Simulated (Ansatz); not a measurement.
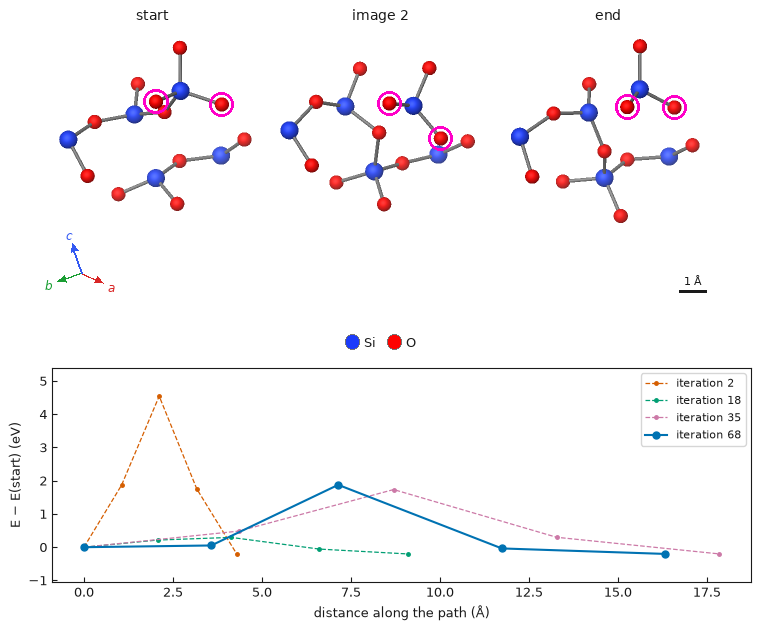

A nudged-elastic-band calculation for SiO₂ with an O vacancy (47 atoms in the cell, charge +1). Images are numbered from 0 (start) to 4 (end). The plot follows the band through its iterations. The picture is a ball-and-stick view of the atoms within 4.0 Å of the middle of the path, seen from a free direction. The atoms that move most are ringed. Bonds to atoms that aren't drawn are left out.

Theory: DFT PBE, scalar-relativistic, plane waves, PAW (Ansatz 0.2.0). Run with plane-wave cutoff 420 eV; k-point mesh 1 × 2 × 1; Fermi-Dirac smearing 0.02 eV; spin collinear; 3 movable images; climbing image; force threshold 0.05 eV/Å; iteration limit 68; starting path by straight interpolation.

How did the profile develop, and is the result final?

The result isn't final. The band hadn't converged when the run stopped after 68 iterations. The barrier read from it is provisional, though the highest image hardly moved in the last two iterations. The largest force component is 0.29 eV/Å at the start and 0.47 eV/Å at the end; an end with forces this large is no minimum, and the barrier measured from it can be far off. The first iteration put the highest image at 12.54 eV. The energy climbs by 1.88 eV to image 2 and then falls by 2.08 eV, so the end point sits at −0.20 eV.

Limits of the set-up: the periodic images lie only 8.2 Å apart, so the values are limited by the cell's size; the cell is charged, on a uniform background, and energies carry no finite-size correction.

The run took 27 min on 4 threads of Arm Neoverse V1 (shared host), peak memory 4 GiB.

PAW datasets: the set soft_1.
